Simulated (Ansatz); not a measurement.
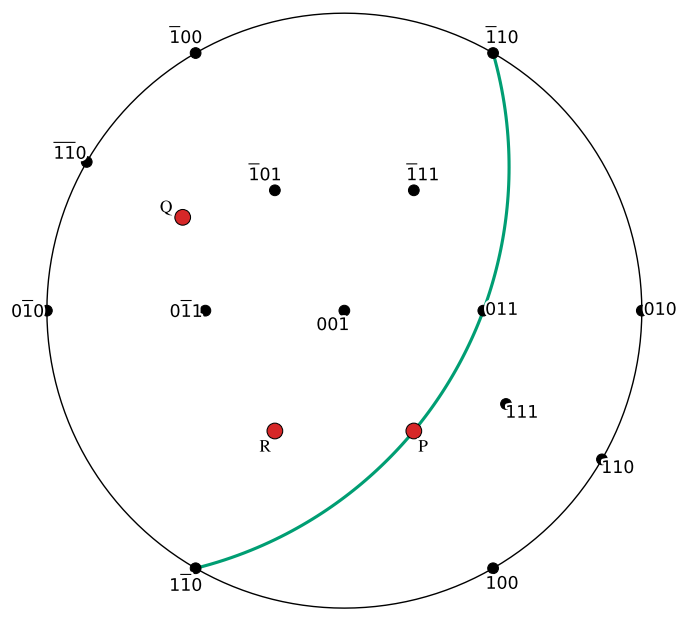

Crystal: Se, the end point of a relaxation with Ansatz 0.2.0, DFT, PBE, PAW with Ansatz's default frozen-core files, scalar-relativistic; the starting structure was generated, so it need not be a known form of this composition. Stereographic projection of plane normals (upper hemisphere) centred on (0 0 1). Symmetry computed with spglib at a tolerance of 0.002 Å; standard conventional cell.

a = 3.684 Å, b = 3.684 Å, c = 3.813 Å, α = 90.00°, β = 90.00°, γ = 120.00°.

**Index the poles marked P, Q, R.**

P is (1 0 1), in four indices (1 0 −1 1), 50.1° from the centre; Q is (−1 −1 1), in four indices (−1 −1 2 1), 64.2° from the centre; R is (1 −1 1), in four indices (1 −1 0 1), 50.1° from the centre.

**Which zone does the coloured great circle trace?**

The zone [1 1 −1]: its poles satisfy h + k − l = 0.

**What is the angle between the normals of (0 −1 0) and (−1 −1 1), and what are their d_hkl = 1/|g|?**

38.8°; d = 3.190 Å and 1.659 Å.
